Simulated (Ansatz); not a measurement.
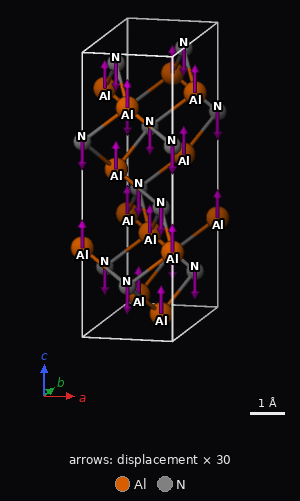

This is a relaxation of solid AlN (a generated structure, set up in Fdd2) (coarse preliminary run). The starting structure is drawn; purple arrows show the displacements (the part carried along by the change of the cell is left out), magnified 30 times.

The picture is a ball-and-stick view of the conventional cell (4 times the calculation's cell), seen slightly off an axis. Lengths and directions refer to the drawn axes.

All numbers below come from DFT PBE, scalar-relativistic, plane waves, PAW in Ansatz 0.2.0.

The input:
```yaml
crystal:
  lattice:
    - [0.0, 2.76457739, 4.31591446]
    - [1.38313995, 0.0, 4.31591446]
    - [1.38313995, 2.76457739, 0.0]
  atoms:
    - { symbol: Al, position: [0.93676895, 0.93676895, 0.56323105] }
    - { symbol: Al, position: [0.68676895, 0.68676895, 0.31323105] }
    - { symbol: "N", position: [0.31323105, 0.31323105, 0.68676895] }
    - { symbol: "N", position: [0.56323105, 0.56323105, 0.93676895] }
basis:
  ecutwfc: 420
kpoints:
  mp_grid: { grid: [8, 8, 8] }
hamiltonian:
  xc: pbe
scf:
  occupations: { method: gaussian, width: 0.1 }
  lower_state_search: "off"
output:
  forces: true
  stress: true
  eigenvalues: true
relax:
  adjacent_minimum: "off"
  f_tol: 0.04
  max_steps: 70
  cell: { stress_tol: 0.4 }
```

Command:
```bash
ansatz run input.yaml --threads 1 --pin off --max-ram 2560MiB --backend cpu --events-out ev --progress --plain --runs-dir out
```

> What happened in the run?

The largest moves relative to the cell, 0.029 Å, are those of Al1, Al2, N3 and N4. N3 goes along −c. By element the largest moves are N 0.029 Å, Al 0.029 Å. Cell: a 2.766 → 2.868 Å (+3.7 %), b 5.529 → 5.635 Å (+1.9 %), c 8.632 → 9.688 Å (+12.2 %). Volume +18.6 %. Among the contacts that change: Al1–N4 1.762 → 1.925 Å, Al1–N3 1.878 → 1.948 Å. Among the angles between lasting bonds that change: N3–Al2–N3 103.4° → 96.3°, Al2–N3–Al2 103.4° → 96.3°, N3–Al2–N4 93.6° → 96.6°. The space group stays Fdd2 (No. 43). The energy falls by 1.360 eV per cell of the calculation in 7 accepted moves (9 points after the start). Largest force component: 1.9 eV/Å at the start, 0.0005 eV/Å at the end. Pressure: 57.82 GPa at the start and 0.00 GPa at the end. The SCF was repeated twice at an unchanged geometry on a basis and grid sized afresh for the cell, which shifted the energy by 59.0 meV per cell of the calculation at most.
